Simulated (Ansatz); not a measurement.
Al (slab)

```
CELL_PARAMETERS angstrom
2.82220 0.00000 0.00000
-1.41110 2.44410 0.00000
0.00000 0.00000 35.83963
ATOMIC_POSITIONS crystal
Al 0.33333 0.66667 0.21068
Al 0.00000 0.00000 0.27532
Al 0.66667 0.33333 0.33941
Al 0.00000 0.00000 0.40363
Al 0.33333 0.66667 0.46791
Al 0.00000 0.00000 0.53190
Al 0.66667 0.33333 0.59610
Al 0.00000 0.00000 0.66046
Al 0.33333 0.66667 0.72461
Al 0.00000 0.00000 0.78999
```

All numbers below come from DFT r2SCAN, scalar-relativistic, plane waves, PAW in Ansatz.

Core electrons are frozen (PAW), and the valence fields are smoothed inside the atomic spheres.

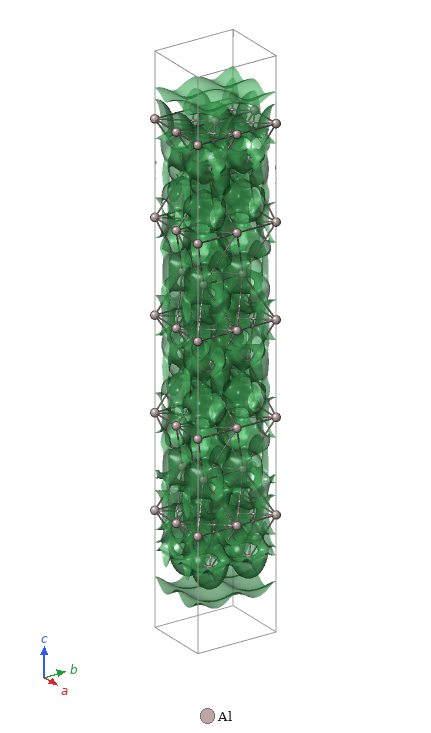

Figure 1. Isosurface of the electron localisation function at 0.55 (green), seen slightly off an axis. Core shells and regions of very low density are left out. Sticks mark near contacts.

Q: What do the ELF domains correspond to?

A: The surface consists of sheets that run through the cell in two directions, counted in one cell of 10 atoms. Counts are for one cell; the picture repeats the cell along the surface. There are no localised bonds or lone pairs at this value. Profiles from the grid: Al–Al (2.81 Å): the ELF peaks at about 0.65 between the atoms. Al–Al (2.85 Å): the ELF peaks at about 0.65 between the atoms.

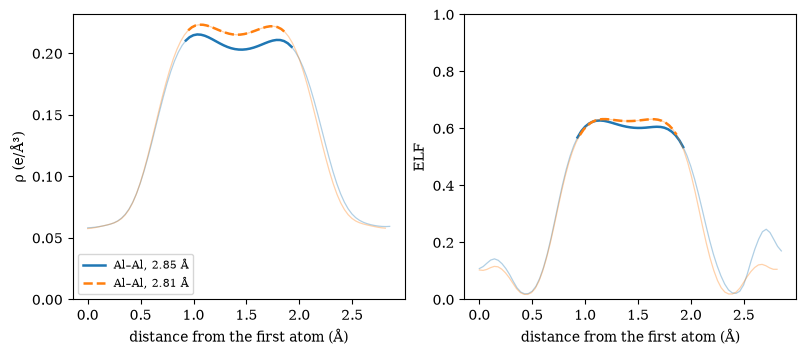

Figure 2. Valence electron density and electron localisation function along straight lines between neighbouring atoms. Thin, pale parts lie inside the atomic spheres.

Q: Compare the contacts.

A: Al–Al (2.85 Å): the density is about 0.2 e/Å³ at the midpoint; the ELF peaks at about 0.65 between the atoms.
Al–Al (2.81 Å): the density is about 0.22 e/Å³ at the midpoint; the ELF peaks at about 0.65 between the atoms.

Q: Does the calculation give a band gap?

A: It is gapless in this calculation (a metal or semimetal).
